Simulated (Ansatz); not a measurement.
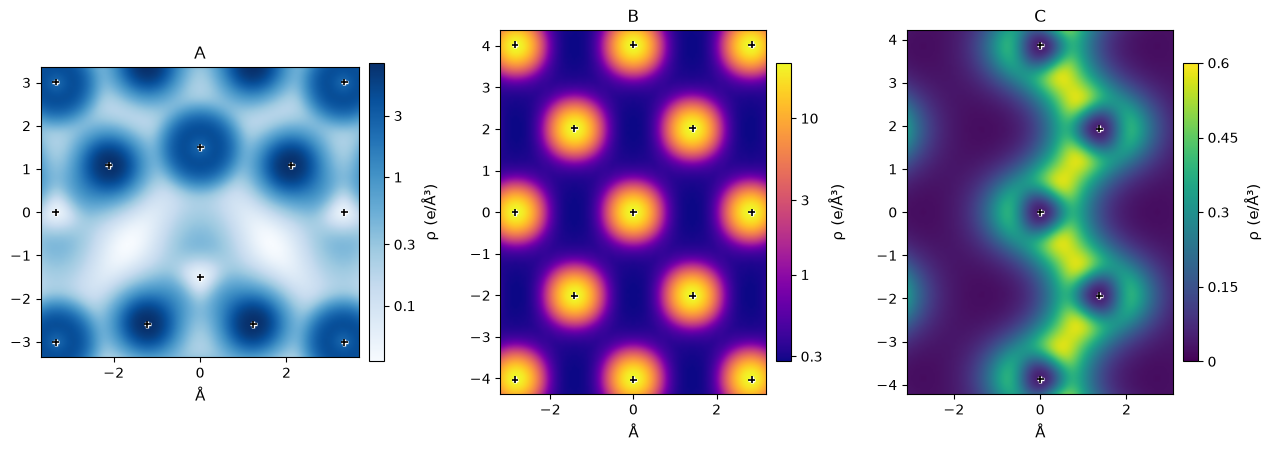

The valence charge density (pseudo) of 3 systems, each on a plane through atoms (crosses mark nuclei in the plane).

Theory: DFT PBE, scalar-relativistic, plane waves, PAW (Ansatz).

System 1: Si, the (011) plane of the conventional cell. Space group Fd-3m; a structure from a database of computed crystals, not necessarily the ambient phase.

```cif
data_structure
_symmetry_space_group_name_H-M 'P 1'
_symmetry_Int_Tables_number 1
_cell_length_a 5.4701
_cell_length_b 5.4701
_cell_length_c 5.4701
_cell_angle_alpha 90.000
_cell_angle_beta 90.000
_cell_angle_gamma 90.000
_cell_volume 163.68
loop_
_atom_site_label
_atom_site_type_symbol
_atom_site_fract_x
_atom_site_fract_y
_atom_site_fract_z
_atom_site_occupancy
Si1 Si 0.25000 0.25000 0.25000 1
Si2 Si 0.75000 0.75000 0.25000 1
Si3 Si 0.75000 0.25000 0.75000 1
Si4 Si 0.25000 0.75000 0.75000 1
Si5 Si 0.00000 0.00000 0.00000 1
Si6 Si 0.50000 0.50000 0.00000 1
Si7 Si 0.50000 0.00000 0.50000 1
Si8 Si 0.00000 0.50000 0.50000 1
```

System 2: Cr, the (101) plane of the conventional cell. Space group Im-3m; computed without spin polarisation.

```cif
data_structure
_symmetry_space_group_name_H-M 'P 1'
_symmetry_Int_Tables_number 1
_cell_length_a 2.8478
_cell_length_b 2.8478
_cell_length_c 2.8478
_cell_angle_alpha 90.000
_cell_angle_beta 90.000
_cell_angle_gamma 90.000
_cell_volume 23.10
loop_
_atom_site_label
_atom_site_type_symbol
_atom_site_fract_x
_atom_site_fract_y
_atom_site_fract_z
_atom_site_occupancy
Cr1 Cr 0.00000 0.00000 0.00000 1
Cr2 Cr 0.50000 0.50000 0.50000 1
```

System 3: ZrSiO$_{4}$, the (010) plane of the conventional cell. Space group I4₁/amd; a structure from a database of computed crystals, not necessarily the ambient phase; started from the database_141 prototype, which need not be the ambient phase.

```
Zr Si O
1.0
     6.67748    0.00000    0.00000
     0.00000    6.67748    0.00000
     0.00000    0.00000    6.02369
Zr Si O
4 4 16
Cartesian
  0.0000 0.0000 0.0000
  3.3387 3.3387 3.0118
  0.0000 3.3387 1.5059
  3.3387 0.0000 4.5178
  0.0000 0.0000 3.0118
  3.3387 3.3387 0.0000
  3.3387 0.0000 1.5059
  0.0000 3.3387 4.5178
  0.0000 5.4504 1.9256
  3.3387 2.1117 4.9374
  4.5658 0.0000 0.4197
  1.2271 3.3387 3.4315
  2.1117 0.0000 0.4197
  5.4504 3.3387 3.4315
  0.0000 1.2271 1.9256
  3.3387 4.5658 4.9374
  2.1117 3.3387 1.0863
  5.4504 0.0000 4.0981
  3.3387 1.2271 2.5922
  0.0000 4.5658 5.6040
  0.0000 2.1117 5.6040
  3.3387 5.4504 2.5922
  1.2271 0.0000 4.0981
  4.5658 3.3387 1.0863
```

Match each panel to its system.

Answer. Panel A is system 3, ZrSiO$_{4}$: the plane holds Zr, Si and O. Si–O (1.64 Å): ρ is about 1.2 e/Å³ halfway. Panel B is system 2, Cr: the plane holds Cr. Cr–Cr (2.47 Å): ρ is about 0.38 e/Å³ halfway. Panel C is system 1, Si: the plane holds Si. Si–Si (2.37 Å): the density is about 0.56 e/Å³ at the midpoint.
